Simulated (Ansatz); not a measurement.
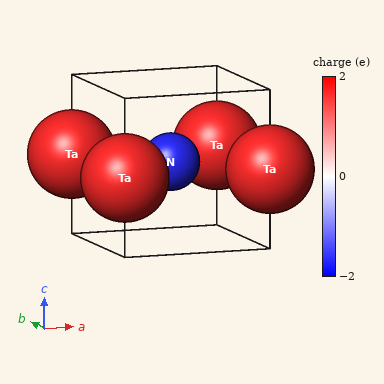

Spheres-only representation of a periodic structure, projected slightly off an axis. Thin lines show the simulation cell, with boundary atoms drawn in all their periodic places. The atoms of this TaN cell are coloured by their Bader charge.

Theory: DFT PBE, scalar-relativistic, plane waves, PAW in Ansatz. Numerical settings: plane waves up to 420 eV, 18×18×18 k-points, Gaussian smearing of 0.1 eV, no spin polarisation.

Question: Summarise the charge transfer.

Answer: Most positive: Ta; most negative: N. Charges: about Ta +1.6 e; N -1.6 e.

Provenance: a random cell made by a generator, so it need not be a real form of the compound. Earlier steps of the study, as a rule a relaxation of our own, may have changed the cell and positions, so they can lie some per cent off the listed ones. It went into a calculation with Ansatz.
